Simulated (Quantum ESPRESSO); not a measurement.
# Band-structure run, with input and output: La (part 2 of 2)

The same run, continued: La (Im-3m, 1 atom in the cell); Kohn-Sham DFT of a periodic cell, PBE, Ansatz NC SR PBE, no spin polarisation (Quantum ESPRESSO 7.5); cutoff 1496.63 eV, 9×9×9 k-mesh, fermi-dirac of 0.05 eV. The structure derives from a Materials Project entry. The run did not end well.

Geometry of the input (Å; fractional positions):
```
-2.1238  2.1238  2.1238
2.1238  -2.1238  2.1238
2.1238  2.1238  -2.1238
La 0.0000  0.0000  0.0000
```

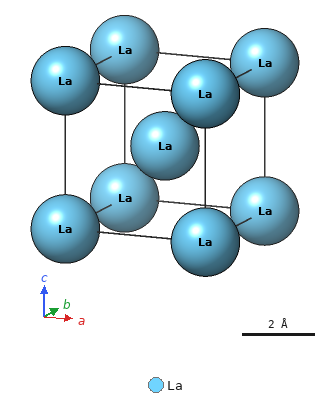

The input geometry (spheres-only view of the cell 2 times as large as that of the calculation, set on its symmetry axes, seen slightly off an axis). An atom can appear more than once, as a periodic image.

The program's output, continued:
```
     iteration #  3     ecut=   110.00 Ry     beta= 0.50
     Davidson diagonalization with overlap
     c_bands:  2 eigenvalues not converged
     c_bands:  3 eigenvalues not converged
     c_bands:  4 eigenvalues not converged
     c_bands:  2 eigenvalues not converged
     c_bands:  1 eigenvalues not converged
     c_bands:  1 eigenvalues not converged
     c_bands:  1 eigenvalues not converged
     c_bands:  4 eigenvalues not converged
     c_bands:  2 eigenvalues not converged
     c_bands:  2 eigenvalues not converged
     c_bands:  3 eigenvalues not converged
     c_bands:  1 eigenvalues not converged
     c_bands:  1 eigenvalues not converged
     c_bands:  3 eigenvalues not converged
     c_bands:  1 eigenvalues not converged
     ethr =  1.27E-06,  avg # of iterations = 14.5

     total energy              =     -70.16711559 Ry
     estimated scf accuracy    <       0.00003056 Ry

     iteration #  4     ecut=   110.00 Ry     beta= 0.50
     Davidson diagonalization with overlap
     c_bands:  3 eigenvalues not converged
     c_bands:  1 eigenvalues not converged
     c_bands:  2 eigenvalues not converged
     c_bands:  1 eigenvalues not converged
     c_bands:  4 eigenvalues not converged
     c_bands:  1 eigenvalues not converged
     c_bands:  1 eigenvalues not converged
     c_bands:  1 eigenvalues not converged
     c_bands:  1 eigenvalues not converged
     ethr =  2.78E-07,  avg # of iterations =  8.0

     total energy              =     -70.16712088 Ry
     estimated scf accuracy    <       0.00000805 Ry

     iteration #  5     ecut=   110.00 Ry     beta= 0.50
     Davidson diagonalization with overlap
     c_bands:  1 eigenvalues not converged
     c_bands:  3 eigenvalues not converged
     c_bands:  2 eigenvalues not converged
     c_bands:  1 eigenvalues not converged
     ethr =  7.32E-08,  avg # of iterations =  5.9

     total energy              =     -70.16712273 Ry
     estimated scf accuracy    <       0.00000023 Ry

     iteration #  6     ecut=   110.00 Ry     beta= 0.50
     Davidson diagonalization with overlap
     c_bands:  1 eigenvalues not converged
     c_bands:  4 eigenvalues not converged
     c_bands:  1 eigenvalues not converged
     c_bands:  3 eigenvalues not converged
     c_bands:  1 eigenvalues not converged
     c_bands:  1 eigenvalues not converged
     ethr =  2.12E-09,  avg # of iterations = 10.5

     total energy              =     -70.16712327 Ry
     estimated scf accuracy    <       0.00000001 Ry

     iteration #  7     ecut=   110.00 Ry     beta= 0.50
     Davidson diagonalization with overlap
     c_bands:  1 eigenvalues not converged
     c_bands:  2 eigenvalues not converged
     c_bands:  4 eigenvalues not converged
     ethr =  1.00E-10,  avg # of iterations =  9.5

     End of self-consistent calculation

          k = 0.0000 0.0000 0.0000 (  5017 PWs)   bands (ev):

   -22.1039  -5.1139  -5.1139  -5.1139   7.5946  12.1957  12.2792  12.2792
    12.2792  12.8782  14.4622

          k = 0.0962 0.0962 0.0000 (  5031 PWs)   bands (ev):

   -22.0828  -5.2793  -5.1626  -5.1158   7.9608  11.7912  11.8073  12.1874
    12.3602  12.5184  12.5188

          k = 0.1925 0.1925 0.0000 (  5057 PWs)   bands (ev):

   -22.0288  -5.6734  -5.2827  -5.1208   8.7801  11.3213  11.3949  12.1745
    12.4479  12.5833  12.6631

          k = 0.2887 0.2887 0.0000 (  5039 PWs)   bands (ev):

   -21.9663  -6.0868  -5.4145  -5.1267   9.1777  10.9134  11.7385  12.1830
    12.4914  12.6071  12.7304

          k = 0.3849 0.3849 0.0000 (  5045 PWs)   bands (ev):

   -21.9248  -6.3405  -5.4978  -5.1307   9.0753  10.6860  12.1987  12.2388
    12.6995  12.7320  12.7570

          k = 0.1925 0.0962 0.0962 (  5045 PWs)   bands (ev):

   -22.0452  -5.5498  -5.2207  -5.1546   8.5850  11.3964  11.4736  12.1878
    12.4370  12.5958  12.6066

          k = 0.2887 0.1925 0.0962 (  5057 PWs)   bands (ev):

   -21.9869  -5.9170  -5.3686  -5.1748   9.3316  11.0265  11.2901  12.2163
    12.4969  12.5879  12.6806

          k = 0.3849 0.2887 0.0962 (  5044 PWs)   bands (ev):

   -21.9347  -6.2149  -5.5084  -5.1840   9.4040  10.7985  11.8485  12.2629
    12.5032  12.6532  12.7344

          k = 0.4811 0.3849 0.0962 (  5028 PWs)   bands (ev):

   -21.9138  -6.3279  -5.5632  -5.1873   9.3128  10.7116  12.1854  12.2221
    12.5086  12.7425  12.8045

          k = 0.3849 0.1925 0.1925 (  5034 PWs)   bands (ev):

   -21.9386  -6.1092  -5.5478  -5.2351   9.8746  10.7671  11.4105  12.2980
    12.4960  12.6140  12.9049

          k = 0.4811 0.2887 0.1925 (  5020 PWs)   bands (ev):

   -21.9068  -6.1888  -5.7250  -5.2570   9.9061  10.8260  11.7323  12.3438
    12.4782  12.6566  12.8130

          k = 0.5774 0.2887 0.2887 (  5048 PWs)   bands (ev):

   -21.8957  -5.9999  -5.9999  -5.2787  10.1453  11.2426  11.2427  12.4254
    12.5369  12.5376  12.7981

          k = 0.1925 0.1925 0.1925 (  5053 PWs)   bands (ev):

   -22.0014  -5.8558  -5.2421  -5.2421   9.3378  11.0209  11.0209  12.3709
    12.5623  12.5834  12.5840

          k = 0.2887 0.2887 0.1925 (  5030 PWs)   bands (ev):

   -21.9510  -6.0990  -5.4383  -5.2664   9.9194  10.7798  11.1846  12.4106
    12.5648  12.6307  12.8045

          k = 0.3849 0.3849 0.1925 (  5031 PWs)   bands (ev):

   -21.9176  -6.2221  -5.5969  -5.2824   9.8193  10.6677  12.0651  12.4004
    12.5243  12.6945  12.7333

          k =-0.0000-0.0000 0.1925 (  5053 PWs)   bands (ev):

   -22.0624  -5.3353  -5.2123  -5.2123   8.3105  11.8055  11.8055  11.8699
    12.2554  12.6236  12.6251

          k = 0.3849 0.2887 0.2887 (  5018 PWs)   bands (ev):

   -21.9192  -6.1278  -5.6147  -5.3767  10.3610  10.8812  11.3657  12.5236
    12.5612  12.6674  12.8593

          k = 0.4811 0.3849 0.2887 (  5031 PWs)   bands (ev):

   -21.9066  -6.0688  -5.7736  -5.4040  10.3493  10.9710  11.8267  12.4763
    12.5365  12.6342  12.7550

          k = 0.0000-0.0962 0.2887 (  5056 PWs)   bands (ev):

   -22.0102  -5.6719  -5.3352  -5.2410   9.1038  11.2813  11.5249  11.9695
    12.3545  12.6100  12.6952

          k =-0.0000-0.1925 0.3849 (  5034 PWs)   bands (ev):

   -21.9498  -6.0581  -5.4697  -5.2401   9.5007  11.1907  11.2552  12.1841
    12.4508  12.5623  12.7460

          k = 0.0962-0.0962 0.3849 (  5053 PWs)   bands (ev):

   -21.9557  -5.9239  -5.4881  -5.3094   9.7752  10.7762  11.6050  12.0180
    12.4091  12.5319  12.7263

          k = 0.0000-0.2887 0.4811 (  5033 PWs)   bands (ev):

   -21.9097  -6.2974  -5.5547  -5.2383   9.3628  10.9920  11.7346  12.1066
    12.4942  12.6900  12.8306

          k = 0.0962-0.1925 0.4811 (  5048 PWs)   bands (ev):

   -21.9071  -6.1544  -5.6465  -5.3181   9.8784  10.7677  11.5084  12.1519
    12.4254  12.5922  12.8243

          k =-0.7698-0.2887-0.2887 (  5038 PWs)   bands (ev):

   -21.8878  -6.2445  -5.7097  -5.3175   9.7501  11.0467  11.3548  12.0704
    12.4798  12.6544  12.8039

          k =-0.6736-0.1925-0.2887 (  5032 PWs)   bands (ev):

   -21.8791  -6.1229  -5.8914  -5.3333  10.3739  10.4991  11.1039  12.3766
    12.4119  12.5826  12.8516

          k = 0.3849 0.3849 0.3849 (  5024 PWs)   bands (ev):

   -21.9066  -5.9686  -5.6578  -5.6578  11.0080  11.0080  11.4056  12.5135
    12.6428  12.6436  12.6587

          k = 0.0000 0.0000 0.3849 (  5029 PWs)   bands (ev):

   -21.9625  -5.7334  -5.4643  -5.4643   9.8089  10.8321  11.8469  11.8474
    12.2571  12.5171  13.2430

          k =-0.0000-0.0962 0.4811 (  5048 PWs)   bands (ev):

   -21.9075  -5.9886  -5.6054  -5.5102  10.0966  10.4599  11.8156  12.0344
    12.3667  12.4484  12.7971

          k = 0.0000-0.1925 0.5774 (  5045 PWs)   bands (ev):

   -21.8711  -6.1857  -5.6945  -5.4988   9.7759  10.6963  11.7167  11.8387
    12.4531  12.5959  12.8596

          k = 0.0962-0.0962 0.5774 (  5020 PWs)   bands (ev):

   -21.8646  -6.0796  -5.7930  -5.5527   9.9354  10.2762  11.6741  12.2992
    12.3273  12.5261  12.8472

          k =-0.7698-0.1925-0.1925 (  5029 PWs)   bands (ev):

   -21.8475  -6.1123  -5.8888  -5.5472   9.8379  10.2141  11.5050  12.2902
    12.4497  12.5574  12.9085

          k =-0.0000-0.0000 0.5774 (  5026 PWs)   bands (ev):

   -21.8589  -5.9528  -5.7533  -5.7533   9.7284  10.1524  12.2522  12.2523
    12.2937  12.3430  12.8360

          k = 0.0000-0.0962 0.6736 (  5043 PWs)   bands (ev):

   -21.8267  -6.0540  -5.8465  -5.7771   9.4571   9.7607  12.2131  12.2295
    12.4225  12.5118  12.9552

          k =-0.7698-0.0962-0.0962 (  5018 PWs)   bands (ev):

   -21.8117  -5.9912  -5.9912  -5.7906   9.3952   9.3952  12.1836  12.3689
    12.4867  12.4867  12.9142

          k = 0.0000 0.0000 0.7698 (  5018 PWs)   bands (ev):

   -21.7974  -5.9730  -5.9421  -5.9421   9.1028   9.1944  12.3256  12.4607
    12.4609  12.4620  12.9406

     the Fermi energy is    10.8223 ev

!    total energy              =     -70.16712328 Ry
     estimated scf accuracy    <          1.7E-10 Ry
     smearing contrib. (-TS)   =      -0.00197928 Ry
     internal energy E=F+TS    =     -70.16514400 Ry

     The total energy is F=E-TS. E is the sum of the following terms:
     one-electron contribution =      -6.06948662 Ry
     hartree contribution      =       7.46670793 Ry
     xc contribution           =     -16.70354640 Ry
     ewald contribution        =     -54.85881890 Ry

     convergence has been achieved in   7 iterations

     Forces acting on atoms (cartesian axes, Ry/au):

     atom    1 type  1   force =     0.00000000    0.00000000    0.00000000

     Total force =     0.000000     Total SCF correction =     0.000000

     Computing stress (Cartesian axis) and pressure

          total   stress  (Ry/bohr**3)                   (kbar)     P=       -5.42
  -0.00003683   0.00000000   0.00000000           -5.42        0.00        0.00
   0.00000000  -0.00003683   0.00000000            0.00       -5.42        0.00
   0.00000000   0.00000000  -0.00003683            0.00        0.00       -5.42

=------------------------------------------------------------------------------=
   JOB DONE.
=------------------------------------------------------------------------------=
```
